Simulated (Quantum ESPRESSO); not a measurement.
## YN: fields calculation (part 1 of 2)

The run: fields calculation of YN (Fm-3m, 2 atoms in the cell). Method and program: Kohn-Sham DFT of a periodic cell, vdW-DF-cx, SPMS 1.0 PBE, no spin polarisation (Quantum ESPRESSO 7.5).

The structure derives from an entry of the Crystallography Open Database.

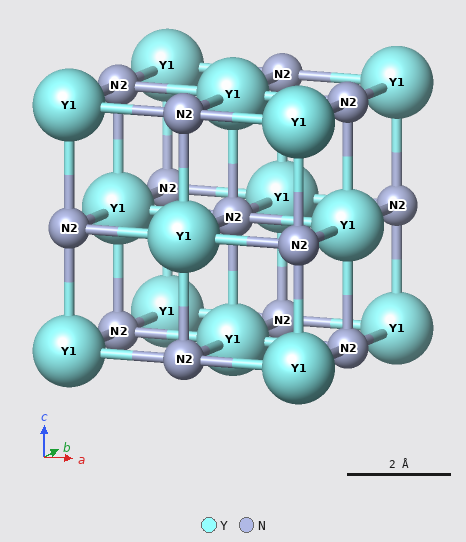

**Figure 1.** The structure (ball-and-stick view of the cell 4 times as large as that of the calculation, set on its symmetry axes, seen slightly off an axis; atoms are numbered from 1 in the order of the input). An atom can appear more than once, as a periodic image.

## Results in brief

| quantity | value |
| --- | --- |
| outcome | converged |
| space group (tolerance 0.01 Å) | Fm-3m (225) |
| electrons treated | 16 |
| free energy | −1404.9824 eV |
| gap on the k-point mesh | 0.18 eV |
| pressure | −1.19 GPa |
| largest force (length of the vector) | under 0.001 eV/Å |
| hardware | 1 thread of INTEL XEON PLATINUM @ 2.30GHz (Emerald Rapids), 24 GiB of memory available, shared host |
| wall time | 4.9 min |
| peak memory | 0.09 GiB |

## Remarks

Further notes kept with the run: potentials made for another functional. Points of doubt noted for this run: potentials made for another functional.

## Input
```
&CONTROL
  calculation = 'scf'
  prefix = 'pwscf'
  outdir = './tmp'
  pseudo_dir = './pseudo'
  tprnfor = .true.
  tstress = .true.
  disk_io = 'low'
/
&SYSTEM
  ibrav = 0
  A = 3.44855977
  nat = 2
  ntyp = 2
  ecutwfc = 70
  nbnd = 14
  input_dft = 'vdw-df-cx'
  occupations = 'fixed'
/
&ELECTRONS
  conv_thr = 4d-10
  electron_maxstep = 120
  mixing_beta = 0.5
/
ATOMIC_SPECIES
Y     88.9058 39_Y_11_2.1_2.4_pbe_n_v1.0.upf
N     14.0070 07_N_5_1.2_1.4_pbe_n_v1.0.upf
CELL_PARAMETERS alat
   0.0000000000    0.7071067816    0.7071067816
   0.7071067816    0.0000000000    0.7071067816
   0.7071067816    0.7071067816    0.0000000000
ATOMIC_POSITIONS alat
Y      0.0000000000    0.0000000000    0.0000000000
N      0.7071067816    0.7071067816    0.7071067816
K_POINTS automatic
9 9 9 0 0 0
```

## File pp_density.in
```
&INPUTPP
  prefix = 'pwscf'
  outdir = './tmp'
  filplot = 'density.dat'
  plot_num = 0
/
&PLOT
  nfile = 1
  filepp(1) = 'density.dat'
  iflag = 3
  output_format = 6
  fileout = 'density.cube'
/
```

## File pp_potential.in
```
&INPUTPP
  prefix = 'pwscf'
  outdir = './tmp'
  filplot = 'potential.dat'
  plot_num = 11
/
&PLOT
  nfile = 1
  filepp(1) = 'potential.dat'
  iflag = 3
  output_format = 6
  fileout = 'potential.cube'
/
```

## File pp_elf.in
```
&INPUTPP
  prefix = 'pwscf'
  outdir = './tmp'
  filplot = 'elf.dat'
  plot_num = 8
/
&PLOT
  nfile = 1
  filepp(1) = 'elf.dat'
  iflag = 3
  output_format = 6
  fileout = 'elf.cube'
/
```

## File pp_potential_ks.in
```
&INPUTPP
  prefix = 'pwscf'
  outdir = './tmp'
  filplot = 'potential_ks.dat'
  plot_num = 1
/
&PLOT
  nfile = 1
  filepp(1) = 'potential_ks.dat'
  iflag = 3
  output_format = 6
  fileout = 'potential_ks.cube'
/
```

Launched with:
```bash
OMP_NUM_THREADS=1 pw.x -in pw.in > pw.out
OMP_NUM_THREADS=1 pp.x -in pp_density.in > pp_density.out
OMP_NUM_THREADS=1 pp.x -in pp_potential.in > pp_potential.out
OMP_NUM_THREADS=1 pp.x -in pp_elf.in > pp_elf.out
OMP_NUM_THREADS=1 pp.x -in pp_potential_ks.in > pp_potential_ks.out
```

## Log
```
This program is part of the open-source Quantum ESPRESSO suite
     for quantum simulation of materials; please cite
         "P. Giannozzi et al., J. Phys.:Condens. Matter 21 395502 (2009);
         "P. Giannozzi et al., J. Phys.:Condens. Matter 29 465901 (2017);
         "P. Giannozzi et al., J. Chem. Phys. 152 154105 (2020);
          URL
     in publications or presentations arising from this work. More details at

     IMPORTANT: XC functional enforced from input :
     Exchange-correlation= VDW-DF-CX
                           (   1   4  27   0   1   0   0)
     Any further DFT definition will be discarded
     Please, verify this is what you really want

     Message from routine setup:
     using ibrav=0 with symmetry is DISCOURAGED, use correct ibrav instead

     G-vector sticks info
     --------------------
     sticks:   dense  smooth     PW     G-vecs:    dense   smooth      PW
     Sum         823     823    253                15473    15473    2637

     Using Slab Decomposition

     bravais-lattice index     =            0
     lattice parameter (alat)  =       6.5168  a.u.
     unit-cell volume          =     195.7018 (a.u.)^3
     number of atoms/cell      =            2
     number of atomic types    =            2
     number of electrons       =        16.00
     number of Kohn-Sham states=           14
     kinetic-energy cutoff     =      70.0000  Ry
     charge density cutoff     =     280.0000  Ry
     scf convergence threshold =      4.0E-10
     mixing beta               =       0.5000
     number of iterations used =            8  plain     mixing
     Exchange-correlation= VDW-DF-CX
                           (   1   4  27   0   1   0   0)

     celldm(1)=   6.516833  celldm(2)=   0.000000  celldm(3)=   0.000000
     celldm(4)=   0.000000  celldm(5)=   0.000000  celldm(6)=   0.000000

     crystal axes: (cart. coord. in units of alat)
               a(1) = (   0.000000   0.707107   0.707107 )
               a(2) = (   0.707107   0.000000   0.707107 )
               a(3) = (   0.707107   0.707107   0.000000 )

     reciprocal axes: (cart. coord. in units 2 pi/alat)
               b(1) = ( -0.707107  0.707107  0.707107 )
               b(2) = (  0.707107 -0.707107  0.707107 )
               b(3) = (  0.707107  0.707107 -0.707107 )

     PseudoPot. # 1 for Y  read from file:
     39_Y_11_2.1_2.4_pbe_n_v1.0.upf
     Pseudo is Norm-conserving + core correction, Zval = 11.0
     Generated using ONCVPSP code by D. R. Hamann
     Using radial grid of 1756 points,  6 beta functions with:
                l(1) =   0
                l(2) =   0
                l(3) =   1
                l(4) =   1
                l(5) =   2
                l(6) =   2

     PseudoPot. # 2 for N  read from file:
     07_N_5_1.2_1.4_pbe_n_v1.0.upf
     Pseudo is Norm-conserving + core correction, Zval =  5.0
     Generated using ONCVPSP code by D. R. Hamann
     Using radial grid of 1066 points,  4 beta functions with:
                l(1) =   0
                l(2) =   0
                l(3) =   1
                l(4) =   1

     atomic species   valence    mass     pseudopotential
     Y                11.00    88.90580     Y ( 1.00)
     N                 5.00    14.00700     N ( 1.00)

     48 Sym. Ops., with inversion, found

   Cartesian axes

     site n.     atom                  positions (alat units)
         1        Y      tau(   1) = (   0.0000000   0.0000000   0.0000000  )
         2        N      tau(   2) = (   0.7071068   0.7071068   0.7071068  )

     number of k points=    35
                       cart. coord. in units 2pi/alat
        k(    1) = (   0.0000000   0.0000000   0.0000000), wk =   0.0027435
        k(    2) = (   0.0785674   0.0785674  -0.0785674), wk =   0.0219479
        k(    3) = (   0.1571348   0.1571348  -0.1571348), wk =   0.0219479
        k(    4) = (   0.2357023   0.2357023  -0.2357023), wk =   0.0219479
        k(    5) = (   0.3142697   0.3142697  -0.3142697), wk =   0.0219479
        k(    6) = (   0.1571348  -0.0000000   0.0000000), wk =   0.0164609
        k(    7) = (   0.2357023   0.0785674  -0.0785674), wk =   0.0658436
        k(    8) = (   0.3142697   0.1571348  -0.1571348), wk =   0.0658436
        k(    9) = (   0.3928371   0.2357023  -0.2357023), wk =   0.0658436
        k(   10) = (  -0.2357023  -0.3928371   0.3928371), wk =   0.0658436
        k(   11) = (  -0.1571348  -0.3142697   0.3142697), wk =   0.0658436
        k(   12) = (  -0.0785674  -0.2357023   0.2357023), wk =   0.0658436
        k(   13) = (  -0.0000000  -0.1571348   0.1571348), wk =   0.0329218
        k(   14) = (   0.3142697  -0.0000000   0.0000000), wk =   0.0164609
        k(   15) = (   0.3928371   0.0785674  -0.0785674), wk =   0.0658436
        k(   16) = (   0.4714045   0.1571348  -0.1571348), wk =   0.0658436
        k(   17) = (  -0.1571348  -0.4714045   0.4714045), wk =   0.0658436
        k(   18) = (  -0.0785674  -0.3928371   0.3928371), wk =   0.0658436
        k(   19) = (   0.0000000  -0.3142697   0.3142697), wk =   0.0329218
        k(   20) = (   0.4714045  -0.0000000   0.0000000), wk =   0.0164609
        k(   21) = (   0.5499719   0.0785674  -0.0785674), wk =   0.0658436
        k(   22) = (  -0.0785674  -0.5499719   0.5499719), wk =   0.0658436
        k(   23) = (  -0.0000000  -0.4714045   0.4714045), wk =   0.0329218
        k(   24) = (   0.6285394  -0.0000000   0.0000000), wk =   0.0164609
        k(   25) = (   0.0000000  -0.6285394   0.6285394), wk =   0.0329218
        k(   26) = (   0.3142697   0.1571348   0.0000000), wk =   0.0658436
        k(   27) = (   0.3928371   0.2357023  -0.0785674), wk =   0.1316872
        k(   28) = (  -0.2357023  -0.3928371   0.5499719), wk =   0.1316872
        k(   29) = (   0.4714045   0.1571348   0.0000000), wk =   0.0658436
        k(   30) = (  -0.1571348  -0.4714045   0.6285394), wk =   0.1316872
        k(   31) = (  -0.0785674  -0.3928371   0.5499719), wk =   0.1316872
        k(   32) = (   0.0000000  -0.3142697   0.4714045), wk =   0.0658436
        k(   33) = (  -0.0785674  -0.5499719   0.7071068), wk =   0.0658436
        k(   34) = (  -0.0000000  -0.4714045   0.6285394), wk =   0.0658436
        k(   35) = (  -0.0785674  -0.3928371   0.7071068), wk =   0.0658436

     Dense  grid:    15473 G-vectors     FFT dimensions: (  36,  36,  36)

     Initial potential from superposition of free atoms

     starting charge      15.9955, renormalised to      16.0000

     %%%%%%%%%%%%%%%%%%%%%%%%%%%%%%%%%%%%%%%%%%%%%%%%%%%%%%%%%%%%%%%%%%%%%%%%
     %                                                                      %
     % You are using vdW-DF, which was implemented by the Thonhauser group. %
     % Please cite the following two papers that made this development      %
     % possible and the two reviews that describe the various versions:     %
     %                                                                      %
     %   T. Thonhauser et al., PRL 115, 136402 (2015).                      %
     %   T. Thonhauser et al., PRB 76, 125112 (2007).                       %
     %   K. Berland et al., Rep. Prog. Phys. 78, 066501 (2015).             %
     %   D.C. Langreth et al., J. Phys.: Condens. Matter 21, 084203 (2009). %
     %                                                                      %
     % If you are calculating stress with vdW-DF, please also cite:         %
     %                                                                      %
     %   R. Sabatini et al., J. Phys.: Condens. Matter 24, 424209 (2012).   %
     %                                                                      %
     %%%%%%%%%%%%%%%%%%%%%%%%%%%%%%%%%%%%%%%%%%%%%%%%%%%%%%%%%%%%%%%%%%%%%%%%

     %%%%%%%%%%%%%%%%%%%%%%%%%%%%%%%%%%%%%%%%%%%%%%%%%%%%%%%%%%%%%%%%%%%%%%%%
     %                                                                      %
     %  vdW-DF NEWS:                                                        %
     %                                                                      %
     %  * vdW-DF3 is now available. DOI: 10.1021/acs.jctc.0c00471           %
     %    use with input_dft = 'vdW-DF3-opt1' or 'vdW-DF3-opt2'             %
     %                                                                      %
     %  * Unscreened and range-separated hybrid vdW-DF-cx functionals       %
     %    DOI: 10.1063/1.4986522 and 10.1088/1361-648X/ac2ad2               %
     %    use with input_dft = 'vdW-DF-cx0'    and 'vdW-DF-ahcx'            %
     %  * Unscreened and range-separated hybrid vdW-DF2-b86r functionals    %
     %    DOI: 10.1063/1.4986522 and DOI: 10.1103/PhysRevX.12.041003        %
     %    use with input_dft = 'vdW-DF2-br0' and 'vdW-DF2-ahbr'             %
     %                                                                      %
     %%%%%%%%%%%%%%%%%%%%%%%%%%%%%%%%%%%%%%%%%%%%%%%%%%%%%%%%%%%%%%%%%%%%%%%%

     Starting wfcs are   14 randomized atomic wfcs

     Self-consistent Calculation

     iteration #  1     ecut=    70.00 Ry     beta= 0.50
     Davidson diagonalization with overlap
     ethr =  1.00E-02,  avg # of iterations =  2.9

     total energy              =    -102.97418360 Ry
     estimated scf accuracy    <       0.72498234 Ry

     iteration #  2     ecut=    70.00 Ry     beta= 0.50
     Davidson diagonalization with overlap
     ethr =  4.53E-03,  avg # of iterations =  2.0

     total energy              =    -103.14389595 Ry
     estimated scf accuracy    <       0.68359044 Ry

     iteration #  3     ecut=    70.00 Ry     beta= 0.50
     Davidson diagonalization with overlap
     ethr =  4.27E-03,  avg # of iterations =  1.3

     total energy              =    -103.26198964 Ry
     estimated scf accuracy    <       0.00914649 Ry

     iteration #  4     ecut=    70.00 Ry     beta= 0.50
     Davidson diagonalization with overlap
     ethr =  5.72E-05,  avg # of iterations =  2.6

     total energy              =    -103.26438561 Ry
     estimated scf accuracy    <       0.00020785 Ry

     iteration #  5     ecut=    70.00 Ry     beta= 0.50
     Davidson diagonalization with overlap
     ethr =  1.30E-06,  avg # of iterations =  2.8

     total energy              =    -103.26426698 Ry
     estimated scf accuracy    <       0.00032037 Ry

     iteration #  6     ecut=    70.00 Ry     beta= 0.50
     Davidson diagonalization with overlap
     ethr =  1.30E-06,  avg # of iterations =  1.7

     total energy              =    -103.26430794 Ry
     estimated scf accuracy    <       0.00000753 Ry

     iteration #  7     ecut=    70.00 Ry     beta= 0.50
     Davidson diagonalization with overlap
     ethr =  4.71E-08,  avg # of iterations =  1.3

     total energy              =    -103.26430335 Ry
     estimated scf accuracy    <       0.00001474 Ry

     iteration #  8     ecut=    70.00 Ry     beta= 0.50
     Davidson diagonalization with overlap
     ethr =  4.71E-08,  avg # of iterations =  2.0

     total energy              =    -103.26430446 Ry
     estimated scf accuracy    <       0.00000104 Ry

     iteration #  9     ecut=    70.00 Ry     beta= 0.50
     Davidson diagonalization with overlap
     ethr =  6.47E-09,  avg # of iterations =  1.0

     total energy              =    -103.26430450 Ry
     estimated scf accuracy    <       0.00000006 Ry

     iteration # 10     ecut=    70.00 Ry     beta= 0.50
     Davidson diagonalization with overlap
     ethr =  3.77E-10,  avg # of iterations =  2.0

     total energy              =    -103.26430451 Ry
     estimated scf accuracy    <       0.00000003 Ry

     iteration # 11     ecut=    70.00 Ry     beta= 0.50
     Davidson diagonalization with overlap
     ethr =  1.58E-10,  avg # of iterations =  1.0

     total energy              =    -103.26430451 Ry
     estimated scf accuracy    <          7.4E-10 Ry

     iteration # 12     ecut=    70.00 Ry     beta= 0.50
     Davidson diagonalization with overlap
     ethr =  4.62E-12,  avg # of iterations =  1.7

     End of self-consistent calculation

          k = 0.0000 0.0000 0.0000 (  1917 PWs)   bands (ev):

   -28.6195  -8.2859  -8.2859  -8.2859  -0.8226  12.0905  12.0905  12.0905
    15.1928  15.1928  15.1928  16.2974  17.2322  17.2322

          k = 0.0786 0.0786-0.0786 (  1940 PWs)   bands (ev):

   -28.6051  -8.4438  -8.2961  -8.2961  -0.6051  11.3331  11.6698  11.6698
    15.2957  15.4989  15.4989  16.9943  17.8578  17.8578

          k = 0.1571 0.1571-0.1571 (  1943 PWs)   bands (ev):

   -28.5682  -8.8143  -8.3219  -8.3219  -0.0718   9.9621  10.8761  10.8761
    15.6100  16.2979  16.2979  18.3621  19.2892  19.2892

          k = 0.2357 0.2357-0.2357 (  1922 PWs)   bands (ev):

   -28.5258  -9.1957  -8.3508  -8.3508   0.5237   8.7561  10.2028  10.2028
    16.3594  17.3910  17.3910  19.3488  20.8882  20.8882

          k = 0.3143 0.3143-0.3143 (  1925 PWs)   bands (ev):

   -28.4978  -9.4268  -8.3695  -8.3695   0.9194   8.0522   9.8360   9.8360
    17.4631  18.3197  18.3197  19.1227  22.1289  22.1289

          k = 0.1571-0.0000 0.0000 (  1941 PWs)   bands (ev):

   -28.6003  -8.4389  -8.3261  -8.3261  -0.5548  10.8283  11.8562  11.8562
    14.6552  15.9456  15.9456  16.7543  17.4017  18.8046

          k = 0.2357 0.0786-0.0786 (  1945 PWs)   bands (ev):

   -28.5709  -8.7084  -8.3669  -8.3458  -0.1887   9.9274  11.2274  11.3994
    14.5937  16.6290  16.7542  17.6093  18.1662  20.2259

          k = 0.3143 0.1571-0.1571 (  1933 PWs)   bands (ev):

   -28.5304  -9.0633  -8.3993  -8.3805   0.3017   9.0874  10.3929  10.7105
    15.1580  17.5358  17.7670  18.8539  19.6323  21.4663

          k = 0.3928 0.2357-0.2357 (  1937 PWs)   bands (ev):

   -28.4976  -9.3262  -8.4274  -8.4083   0.6980   8.4469   9.9505  10.1537
    16.2066  18.2054  18.5499  19.6311  21.2267  22.2265

          k =-0.2357-0.3928 0.3928 (  1935 PWs)   bands (ev):

   -28.4883  -9.3979  -8.4634  -8.3901   0.8290   8.2278   9.8866   9.9510
    17.4592  17.5940  18.3826  20.0100  22.1811  22.2890

          k =-0.1571-0.3143 0.3143 (  1934 PWs)   bands (ev):

   -28.5069  -9.2560  -8.4693  -8.3530   0.6292   8.5569   9.9622  10.3141
    16.4487  17.4001  18.2474  19.4112  21.1085  21.9675

          k =-0.0786-0.2357 0.2357 (  1938 PWs)   bands (ev):

   -28.5444  -8.9553  -8.4373  -8.3139   0.1847   9.3618  10.3700  10.9279
    15.6888  16.3414  17.6474  18.1315  19.9616  20.7101

          k =-0.0000-0.1571 0.1571 (  1943 PWs)   bands (ev):

   -28.5831  -8.6297  -8.3696  -8.2913  -0.3053  10.4203  11.0213  11.5453
    15.3336  15.6430  16.4809  17.2073  18.6556  19.1616

          k = 0.3143-0.0000 0.0000 (  1948 PWs)   bands (ev):

   -28.5514  -8.7554  -8.4272  -8.4272  -0.1290   9.5417  11.6000  11.6000
    13.6235  17.4591  17.5663  17.5663  17.8653  21.3921

          k = 0.3928 0.0786-0.0786 (  1944 PWs)   bands (ev):
```
